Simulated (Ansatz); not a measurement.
# ZrN (rocksalt): the equilibrium volume

At what volume is ZrN (rocksalt) free of pressure?

Computed with Ansatz 0.2.0 (DFT PBE, scalar-relativistic, plane waves, PAW, unless a step's input says otherwise).

## (1) The system as given

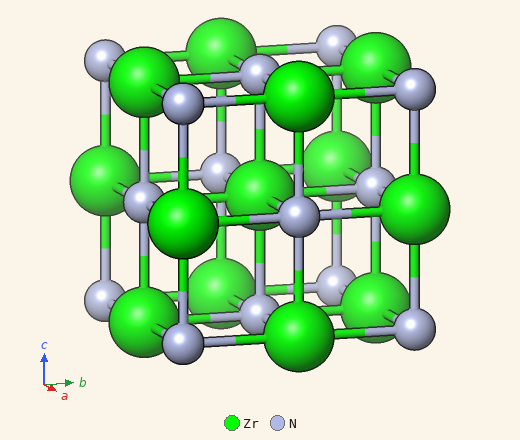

Start, viewed slightly off an axis; zirconium green, nitrogen light blue. Atoms on the faces are drawn again on the opposite ones. The cell drawn here is the conventional one.

As a file:

```xyz
2
Lattice="0.0000 2.2918 2.2918 2.2918 0.0000 2.2918 2.2918 2.2918 0.0000" Properties=species:S:1:pos:R:3 pbc="T T T"
Zr    2.2918    2.2918    2.2918
N     0.0000    0.0000    0.0000
```

## (2) At the starting volume

File input.yaml:

```yaml
crystal:
  lattice:
    - [0.0, 2.2918162864, 2.2918162864]
    - [2.2918162864, 0.0, 2.2918162864]
    - [2.2918162864, 2.2918162864, 0.0]
  atoms:
    - { symbol: Zr, position: [0.5, 0.5, 0.5] }
    - { symbol: "N", position: [0.0, 0.0, 0.0] }
basis:
  ecutwfc: 420
  ecutrho_ratio: 4
kpoints:
  mp_grid: { grid: [12, 12, 12] }
hamiltonian:
  xc: pbe
scf:
  occupations: { method: gaussian, width: 0.05 }
output:
  forces: true
  stress: true
  eigenvalues: true
```

Command:

```console
ansatz run input.yaml --threads 8 --pin off --max-ram 15360MiB --backend cpu --events-out ev --progress --plain --runs-dir out
```

The program printed:

```text
Warning: RAYON_NUM_THREADS=8 ignored (pool sized by the plan → 8); use --threads N
Engine: ansatz 0.2.0, aarch64-unknown-linux-gnu
Pseudopotentials: kind: paw
Pseudopotential: Zr, paw, valence charge 12, recommended cutoff 420 eV (normal), Zr.paw.azcp
Pseudopotential: N, paw, valence charge 5, recommended cutoff 420 eV (normal), N.paw.azcp
Functional definition: PBE
  parameter kappa = 0.804
  parameter beta = 0.06672455060314922
  exchange = pbe_x(kappa = kappa, mu = beta*pi^2/3)
  correlation = pbe_c(beta = beta)
Crystal: 2 atoms, lattice volume = 24.075 Å³
Basis set: ecut = 420 eV, 459 PW (Γ), exchange–correlation on 48×48×48 points (8 copies of the dense FFT grid, shifted against one another)
Bands: 13, of which v1, the nominal top of the filled ones, is band 9 counted from 1 (8 counted from 0)
Symmetry: 48 space group operations
Space group: Fm-3m (ITA 225), of the structure as read, at distance tolerance 2.9e-5 Å
k-points: 72 of 1728
Non-local potential: Zr, projectors of the file, l = 0: 3, l = 1: 2, l = 2: 2, l = 3: 2
Non-local potential: N, projectors of the file, l = 0: 2, l = 1: 2, l = 2: 1
PAW form: soft (Blöchl's): semilocal exchange-correlation on the pseudo side does not see the compensation charge
PAW one-centre angular grid: Zr, 590 points (default); XC on 64 Gauss nodes
PAW one-centre angular grid: N, 110 points (default); XC on 64 Gauss nodes
Initial density: superposition of atomic densities (neutral atoms: chi_scale 0, normalization atom), corrected by the library's trained network
Initial wavefunctions: pseudopotential atomic-orbital guess
Functional: x = pbe(κ = 0.804, μ = 0.2195149727645171), c = pbe(β = 0.06672455060314922)
SCF iter   1: F=—  HF=-4571.318001 eV  |F-HF|=—  |Δ(HF+E_count)|=         —  Δρ=1.11e-3  dr2=3.12e-4  ethr=1.77e-3  ⟨swp⟩=5.1  Hψ=4633  notcnv=0
preconditioner: auto → none  [insulator: Δε(μ)=0.160 eV  Ē_g=18.863 eV  σ=0.050 eV  W_gap=0.98  n_scr=8 (ndim 8)  ℏωp=29.3 eV  f_vac=0.000  D(μ)=0.04/eV (n_scr^D=0)  ε∞_Penn≈3.4]
SCF iter   2: F=—  HF=-4571.317705 eV  |F-HF|=—  |Δ(HF+E_count)|=   2.97e-4  Δρ=4.54e-4  dr2=3.96e-5  ethr=1.83e-6  ⟨swp⟩=2.0  Hψ=2048  notcnv=0
SCF iter   3: F=—  HF=-4571.317726 eV  |F-HF|=—  |Δ(HF+E_count)|=   2.14e-5  Δρ=1.11e-4  dr2=1.93e-6  ethr=2.33e-7  ⟨swp⟩=2.3  Hψ=1438  notcnv=0
iter 4 did not close the SCF: its close was put off for the readings that it lacked (scf_convergence_deferred on its scf_iter line)
SCF iter   4: F=-4571.317728 eV  HF=-4571.317728 eV  |F-HF|=4.88e-8  |Δ(HF+E_count)|=   1.64e-6  Δρ=2.04e-5  dr2=4.55e-8  ethr=1.13e-8  ⟨swp⟩=2.8  Hψ=1523  notcnv=0
iter 5 did not close the SCF: its close was put off for the readings that it lacked (scf_convergence_deferred on its scf_iter line)
SCF iter   5: F=-4571.317728 eV  HF=-4571.317728 eV  |F-HF|=8.92e-10  |Δ(HF+E_count)|=   5.84e-8  Δρ=2.78e-6  dr2=5.48e-10  ethr=2.68e-10  ⟨swp⟩=2.9  Hψ=1556  notcnv=0
SCF iter   6: F=-4571.317728 eV  HF=-4571.317728 eV  |F-HF|=9.09e-13  |Δ(HF+E_count)|=   1.02e-9  Δρ=1.00e-7  dr2=9.76e-13  ethr=3.22e-12  ⟨swp⟩=2.4  Hψ=3139  notcnv=0
SCF 1 converged in 6 iterations: F = -4571.317728 eV  dr2 = 9.76e-13
SCF converged after 6 iterations
Free energy (F): -4571.317728 eV
Harris-Foulkes:  -4571.317728 eV  (|F-HF|=9.09e-13)
Internal energy: -4571.317684 eV  (E = F + TS)
E sigma→0 (E₀):  -4571.317706 eV
Entropy (-TS):   -0.000043 eV (-0.022 meV/atom)
Fermi energy:    17.683372 eV
--- Per-component energies (eV) ---
  E_band       = -25.721068
  E_kinetic    = 467.654237
  E_local      = -622.333561  (includes V_loc(G=0)·N_el)
  E_nonlocal   = 123.164039
  E_hartree    = 187.459718
  E_xc         = -224.323062
  E_vxc        = -270.821577  (∫ρ·V_xc dr)
  E_paw        = -3080.436657  (= ΣΔE_a)
  E_vpaw       = -98.303777  (= ΣTr[D̂ρ^β])
  E_aug_tail   = 0.000116  (compensation charges beyond the density's cutoff)
  E_ewald      = -1422.502513
  E_smearing   = -0.000043  (= −TS)
  E_closure    = 0.000000  (closes the sum)
  Σ components = -4571.317728   (vs F -4571.317728, Δ=0.00e0)
--- Forces (eV/Å), atoms counted from 1 ---
  atom   1  Zr     0.00000000    -0.00000000    -0.00000000
  atom   2  N     -0.00000000     0.00000000     0.00000000
  max |Σ_I F_I| component: 2.14e-29 eV/Å
--- Stress (GPa, compression-positive) ---
        1.747912       0.000000       0.000000
        0.000000       1.747912      -0.000000
       -0.000000       0.000000       1.747912
  P = ⅓ Tr σ = 1.7479 GPa (17.479 kbar)
--- Band table (eV; the first three rows and the last of 72) ---
  k-point 0: bands = ["-31.8861", "-9.5077", "-9.5077", "-9.5077", "1.4092", "15.0361", "15.0361", "15.0361", "17.2981", "17.2981", "17.2981", "19.2830", "19.2830"]
  k-point 1: bands = ["-31.8767", "-9.5949", "-9.5141", "-9.5141", "1.5504", "14.4559", "14.6405", "14.6405", "17.4951", "17.5065", "17.5065", "19.7898", "19.7898"]
  k-point 2: bands = ["-31.8510", "-9.8250", "-9.5314", "-9.5314", "1.9360", "13.2884", "13.8596", "13.8596", "17.8391", "18.0265", "18.0265", "20.9794", "20.9794"]
  k-point 71: bands = ["-31.6978", "-10.1560", "-10.1560", "-9.9290", "2.5406", "12.2585", "12.9501", "12.9501", "18.7181", "18.7181", "22.2425", "22.3199", "23.6236"]
```

It took 0.38 s on 8 threads of Arm Neoverse V1, shared host; peak memory 0.32 GiB.

In short: volume 12.038 Å³/atom, pressure 1.75 GPa, metallic.

## (3) Stepping to 12.178 Å³/atom

Changes to input.yaml since step 2:

```diff
@@ -2,5 +2,5 @@
   lattice:
-    - [0.0, 2.2918162864, 2.2918162864]
-    - [2.2918162864, 0.0, 2.2918162864]
-    - [2.2918162864, 2.2918162864, 0.0]
+    - [0.0, 2.3006839133, 2.3006839133]
+    - [2.3006839133, 0.0, 2.3006839133]
+    - [2.3006839133, 2.3006839133, 0.0]
   atoms:
```

Command:

```console
ansatz run input.yaml --threads 8 --pin off --max-ram 15360MiB --backend cpu --events-out ev --progress --plain --runs-dir out
```

The program printed:

```text
Warning: RAYON_NUM_THREADS=8 ignored (pool sized by the plan → 8); use --threads N
[... 9 set-up lines as earlier in the session ...]
Crystal: 2 atoms, lattice volume = 24.356 Å³
Basis set: ecut = 420 eV, 531 PW (Γ), exchange–correlation on 48×48×48 points (8 copies of the dense FFT grid, shifted against one another)
Bands: 13, of which v1, the nominal top of the filled ones, is band 9 counted from 1 (8 counted from 0)
[... 2 set-up lines as earlier in the session ...]
k-points: 72 of 1728
[... 8 set-up lines as earlier in the session ...]
SCF iter   1: F=—  HF=-4571.318479 eV  |F-HF|=—  |Δ(HF+E_count)|=         —  Δρ=1.14e-3  dr2=3.50e-4  ethr=1.77e-3  ⟨swp⟩=5.1  Hψ=4612  notcnv=0
preconditioner: auto → none  [insulator: Δε(μ)=0.159 eV  Ē_g=18.791 eV  σ=0.050 eV  W_gap=0.97  n_scr=8 (ndim 8)  ℏωp=29.1 eV  f_vac=0.000  D(μ)=0.04/eV (n_scr^D=0)  ε∞_Penn≈3.4]
SCF iter   2: F=—  HF=-4571.318212 eV  |F-HF|=—  |Δ(HF+E_count)|=   2.67e-4  Δρ=4.54e-4  dr2=4.18e-5  ethr=2.06e-6  ⟨swp⟩=2.0  Hψ=2055  notcnv=0
SCF iter   3: F=—  HF=-4571.318231 eV  |F-HF|=—  |Δ(HF+E_count)|=   1.85e-5  Δρ=1.17e-4  dr2=2.19e-6  ethr=2.46e-7  ⟨swp⟩=2.4  Hψ=1430  notcnv=0
iter 4 did not close the SCF: its close was put off for the readings that it lacked (scf_convergence_deferred on its scf_iter line)
SCF iter   4: F=-4571.318233 eV  HF=-4571.318233 eV  |F-HF|=3.84e-8  |Δ(HF+E_count)|=   1.84e-6  Δρ=1.87e-5  dr2=3.79e-8  ethr=1.29e-8  ⟨swp⟩=2.8  Hψ=1526  notcnv=0
iter 5 did not close the SCF: its close was put off for the readings that it lacked (scf_convergence_deferred on its scf_iter line)
SCF iter   5: F=-4571.318233 eV  HF=-4571.318233 eV  |F-HF|=9.62e-10  |Δ(HF+E_count)|=   4.65e-8  Δρ=2.86e-6  dr2=5.64e-10  ethr=2.23e-10  ⟨swp⟩=3.0  Hψ=1559  notcnv=0
SCF iter   6: F=-4571.318233 eV  HF=-4571.318233 eV  |F-HF|=9.09e-13  |Δ(HF+E_count)|=   1.09e-9  Δρ=1.23e-7  dr2=2.30e-12  ethr=3.32e-12  ⟨swp⟩=2.4  Hψ=3135  notcnv=0
SCF 1 converged in 6 iterations: F = -4571.318233 eV  dr2 = 2.30e-12
SCF converged after 6 iterations
Free energy (F): -4571.318233 eV
Harris-Foulkes:  -4571.318233 eV  (|F-HF|=9.09e-13)
Internal energy: -4571.318187 eV  (E = F + TS)
E sigma→0 (E₀):  -4571.318210 eV
Entropy (-TS):   -0.000046 eV (-0.023 meV/atom)
Fermi energy:    17.467584 eV
--- Per-component energies (eV) ---
  E_band       = -29.349209
  E_kinetic    = 466.813596
  E_local      = -629.012098  (includes V_loc(G=0)·N_el)
  E_nonlocal   = 123.130584
  E_hartree    = 189.219957
  E_xc         = -224.073395
  E_vxc        = -270.485032  (∫ρ·V_xc dr)
  E_paw        = -3080.377245  (= ΣΔE_a)
  E_vpaw       = -98.236323  (= ΣTr[D̂ρ^β])
  E_aug_tail   = 0.000114  (compensation charges beyond the density's cutoff)
  E_ewald      = -1417.019700
  E_smearing   = -0.000046  (= −TS)
  E_closure    = 0.000000  (closes the sum)
  Σ components = -4571.318233   (vs F -4571.318233, Δ=0.00e0)
--- Forces (eV/Å), atoms counted from 1 ---
  atom   1  Zr     0.00000000    -0.00000000    -0.00000000
  atom   2  N     -0.00000000     0.00000000    -0.00000000
  max |Σ_I F_I| component: 3.31e-29 eV/Å
--- Stress (GPa, compression-positive) ---
       -1.159037       0.000000      -0.000000
        0.000000      -1.159037      -0.000000
        0.000000       0.000000      -1.159037
  P = ⅓ Tr σ = -1.1590 GPa (-11.590 kbar)
--- Band table (eV; the first three rows and the last of 72) ---
  k-point 0: bands = ["-32.1341", "-9.7669", "-9.7669", "-9.7669", "1.2437", "14.8345", "14.8345", "14.8345", "17.0867", "17.0867", "17.0867", "19.0406", "19.0406"]
  k-point 1: bands = ["-32.1252", "-9.8501", "-9.7730", "-9.7730", "1.3811", "14.2598", "14.4471", "14.4471", "17.2806", "17.2921", "17.2921", "19.5397", "19.5397"]
  k-point 2: bands = ["-32.1007", "-10.0701", "-9.7898", "-9.7898", "1.7565", "13.0999", "13.6766", "13.6766", "17.6185", "17.8046", "17.8046", "20.7114", "20.7114"]
  k-point 71: bands = ["-31.9554", "-10.3894", "-10.3894", "-10.1703", "2.3642", "12.0879", "12.7482", "12.7482", "18.4877", "18.4877", "21.9466", "22.0022", "23.3077"]
```

Wall time 0.38 s (8 threads of Arm Neoverse V1, shared host); peak memory 0.32 GiB.

Result: volume 12.178 Å³/atom, pressure -1.16 GPa, metallic.

## (4) Stepping to 12.121 Å³/atom

Changes to input.yaml since step 3:

```diff
@@ -2,5 +2,5 @@
   lattice:
-    - [0.0, 2.3006839133, 2.3006839133]
-    - [2.3006839133, 0.0, 2.3006839133]
-    - [2.3006839133, 2.3006839133, 0.0]
+    - [0.0, 2.2970885462, 2.2970885462]
+    - [2.2970885462, 0.0, 2.2970885462]
+    - [2.2970885462, 2.2970885462, 0.0]
   atoms:
```

Command:

```console
ansatz run input.yaml --threads 8 --pin off --max-ram 15360MiB --backend cpu --events-out ev --progress --plain --runs-dir out
```

The program printed:

```text
Warning: RAYON_NUM_THREADS=8 ignored (pool sized by the plan → 8); use --threads N
[... 9 set-up lines as earlier in the session ...]
Crystal: 2 atoms, lattice volume = 24.242 Å³
Basis set: ecut = 420 eV, 459 PW (Γ), exchange–correlation on 48×48×48 points (8 copies of the dense FFT grid, shifted against one another)
Bands: 13, of which v1, the nominal top of the filled ones, is band 9 counted from 1 (8 counted from 0)
[... 2 set-up lines as earlier in the session ...]
k-points: 72 of 1728
[... 8 set-up lines as earlier in the session ...]
SCF iter   1: F=—  HF=-4571.318907 eV  |F-HF|=—  |Δ(HF+E_count)|=         —  Δρ=1.13e-3  dr2=3.33e-4  ethr=1.77e-3  ⟨swp⟩=5.1  Hψ=4610  notcnv=0
preconditioner: auto → none  [insulator: Δε(μ)=0.159 eV  Ē_g=18.820 eV  σ=0.050 eV  W_gap=0.97  n_scr=8 (ndim 8)  ℏωp=29.2 eV  f_vac=0.000  D(μ)=0.04/eV (n_scr^D=0)  ε∞_Penn≈3.4]
SCF iter   2: F=—  HF=-4571.318652 eV  |F-HF|=—  |Δ(HF+E_count)|=   2.55e-4  Δρ=4.55e-4  dr2=4.15e-5  ethr=1.96e-6  ⟨swp⟩=2.0  Hψ=2054  notcnv=0
SCF iter   3: F=—  HF=-4571.318672 eV  |F-HF|=—  |Δ(HF+E_count)|=   1.99e-5  Δρ=1.13e-4  dr2=2.03e-6  ethr=2.44e-7  ⟨swp⟩=2.3  Hψ=1406  notcnv=0
iter 4 did not close the SCF: its close was put off for the readings that it lacked (scf_convergence_deferred on its scf_iter line)
SCF iter   4: F=-4571.318674 eV  HF=-4571.318674 eV  |F-HF|=4.44e-8  |Δ(HF+E_count)|=   1.68e-6  Δρ=1.97e-5  dr2=4.26e-8  ethr=1.19e-8  ⟨swp⟩=2.8  Hψ=1528  notcnv=0
iter 5 did not close the SCF: its close was put off for the readings that it lacked (scf_convergence_deferred on its scf_iter line)
SCF iter   5: F=-4571.318674 eV  HF=-4571.318674 eV  |F-HF|=9.24e-10  |Δ(HF+E_count)|=   5.36e-8  Δρ=2.83e-6  dr2=5.68e-10  ethr=2.51e-10  ⟨swp⟩=3.0  Hψ=1553  notcnv=0
SCF iter   6: F=-4571.318674 eV  HF=-4571.318674 eV  |F-HF|=0.00e0  |Δ(HF+E_count)|=   1.05e-9  Δρ=1.20e-7  dr2=1.77e-12  ethr=3.34e-12  ⟨swp⟩=2.4  Hψ=3140  notcnv=0
SCF 1 converged in 6 iterations: F = -4571.318674 eV  dr2 = 1.77e-12
SCF converged after 6 iterations
Free energy (F): -4571.318674 eV
Harris-Foulkes:  -4571.318674 eV  (|F-HF|=0.00e0)
Internal energy: -4571.318629 eV  (E = F + TS)
E sigma→0 (E₀):  -4571.318651 eV
Entropy (-TS):   -0.000045 eV (-0.022 meV/atom)
Fermi energy:    17.554822 eV
--- Per-component energies (eV) ---
  E_band       = -27.883820
  E_kinetic    = 467.151614
  E_local      = -626.308063  (includes V_loc(G=0)·N_el)
  E_nonlocal   = 123.144440
  E_hartree    = 188.506177
  E_xc         = -224.174012
  E_vxc        = -270.620683  (∫ρ·V_xc dr)
  E_paw        = -3080.401306  (= ΣΔE_a)
  E_vpaw       = -98.263628  (= ΣTr[D̂ρ^β])
  E_aug_tail   = 0.000118  (compensation charges beyond the density's cutoff)
  E_ewald      = -1419.237597
  E_smearing   = -0.000045  (= −TS)
  E_closure    = -0.000000  (closes the sum)
  Σ components = -4571.318674   (vs F -4571.318674, Δ=0.00e0)
--- Forces (eV/Å), atoms counted from 1 ---
  atom   1  Zr     0.00000000     0.00000000     0.00000000
  atom   2  N     -0.00000000     0.00000000    -0.00000000
  max |Σ_I F_I| component: 2.94e-29 eV/Å
--- Stress (GPa, compression-positive) ---
        0.000512       0.000000       0.000000
        0.000000       0.000512       0.000000
        0.000000       0.000000       0.000512
  P = ⅓ Tr σ = 0.0005 GPa (0.005 kbar)
--- Band table (eV; the first three rows and the last of 72) ---
  k-point 0: bands = ["-32.0339", "-9.6622", "-9.6622", "-9.6622", "1.3106", "14.9173", "14.9173", "14.9173", "17.1721", "17.1721", "17.1721", "19.1386", "19.1386"]
  k-point 1: bands = ["-32.0248", "-9.7470", "-9.6684", "-9.6684", "1.4494", "14.3390", "14.5252", "14.5252", "17.3673", "17.3787", "17.3787", "19.6407", "19.6407"]
  k-point 2: bands = ["-31.9998", "-9.9711", "-9.6854", "-9.6854", "1.8289", "13.1759", "13.7505", "13.7505", "17.7076", "17.8943", "17.8943", "20.8196", "20.8196"]
  k-point 71: bands = ["-31.8513", "-10.2950", "-10.2950", "-10.0728", "2.4354", "12.1568", "12.8296", "12.8296", "18.5808", "18.5808", "22.0661", "22.1305", "23.4353"]
```

It took 0.37 s on 8 threads of Arm Neoverse V1, shared host; peak memory 0.32 GiB.

Result: volume 12.121 Å³/atom, pressure 0.00 GPa, metallic.

## (5) Pressure against volume so far

| step | level | mesh | relaxed | volume (Å³/atom) | pressure (GPa) |
| --- | --- | --- | --- | --- | --- |
| 2 | PBE | 12×12×12 | nothing | 12.038 | 1.75 |
| 3 | PBE | 12×12×12 | nothing | 12.178 | -1.16 |
| 4 | PBE | 12×12×12 | nothing | 12.121 | 0.00 |

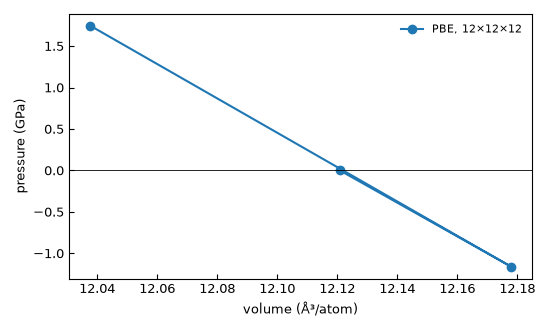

Pressure against volume, run by run.

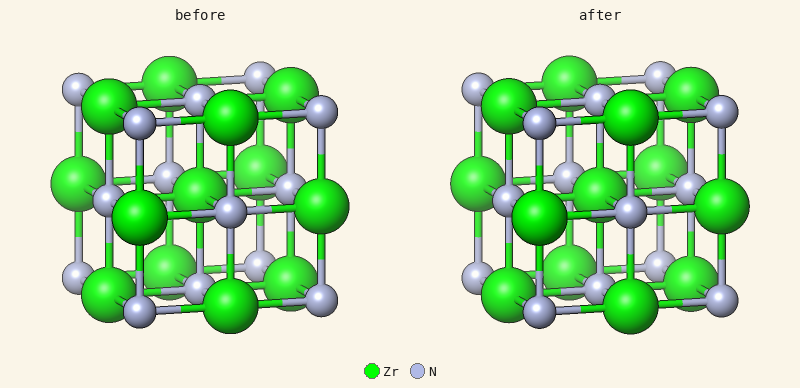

Before and after, drawn at the same scale. Drawn in the start's conventional cell.

How the cell compares, before and after:

| cell as typed | before | after | change |
| --- | --- | --- | --- |
| a (Å) | 3.241 | 3.249 | +0.2 % |
| b (Å) | 3.241 | 3.249 | +0.2 % |
| c (Å) | 3.241 | 3.249 | +0.2 % |
| volume (Å³/atom) | 12.038 | 12.121 | +0.7 % |
| shortest distance (Å) | 2.292 | 2.297 | +0.2 % |
| space group | Fm-3m | Fm-3m | same |

## (6) Results

| quantity | value |
| --- | --- |
| volume | 12.121 Å³/atom |
| pressure | 0.00 GPa |
| conventional cell | a = 4.594 Å, b = 4.594 Å, c = 4.594 Å, α = 90.00°, β = 90.00°, γ = 90.00° |
| gap on the mesh | none (metal) |

**Reading.** Over the 3 runs shown the cell moved from 12.04 to 12.12 Å³/atom, a change of +0.7 %, where the pressure is zero within 0.01 GPa. Spin polarisation wasn't allowed in this run.
